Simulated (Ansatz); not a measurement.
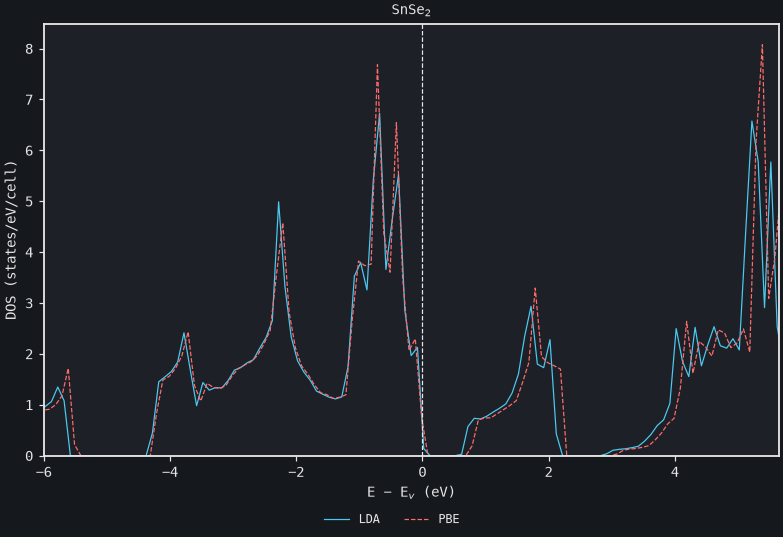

Total densities of states of SnSe₂ (sheet), 3 atoms in the cell, by two methods on the same cell. Each is counted from its own valence-band top.

> How do the methods compare?

LDA gives a gap of 0.66 eV and PBE gives a gap of 0.79 eV.

Settings. LDA: DFT LDA, scalar-relativistic, plane waves, PAW, no spin polarisation, 12×12×1 k mesh, 420 eV cutoff, Gaussian smearing of 0.02 eV (Ansatz). PBE: DFT PBE, scalar-relativistic, plane waves, PAW, no spin polarisation, 12×12×1 k mesh, 420 eV cutoff (Ansatz).

The structure is an invented one, so it need not be a known or stable phase. The atoms aren't at rest in this cell (largest force 0.5 eV/Å), so the relaxed material can differ.
